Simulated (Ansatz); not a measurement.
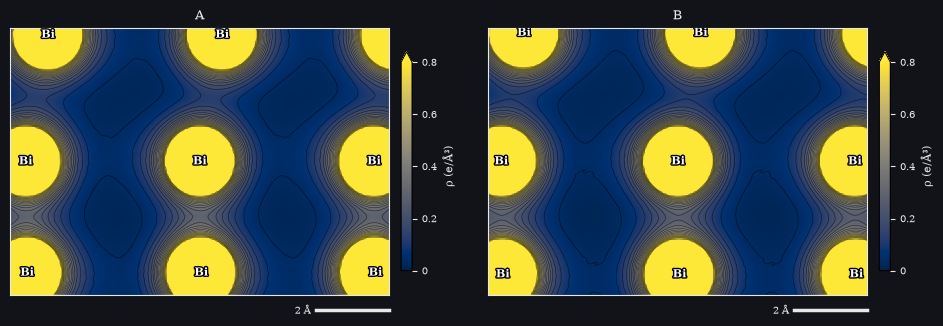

Bi. The valence electron density of two cells that differ in size, on the (101̄) plane of each (indices in the axes of the calculation cell), at one length scale and on one colour scale: B has 36.4 Å³ an atom and A 34.8.

Space group R-3m.

Method: Ansatz, DFT PBEsol, scalar-relativistic, plane waves, PAW.

What does the compression do to the bonding and the properties?

Answer. From the larger cell to the smaller, Bi–Bi goes from 3.10 to 3.05 Å, and the density at its midpoint from 0.28 to 0.29 e/Å³; the pressure goes from −1.8 to 0.3 GPa.
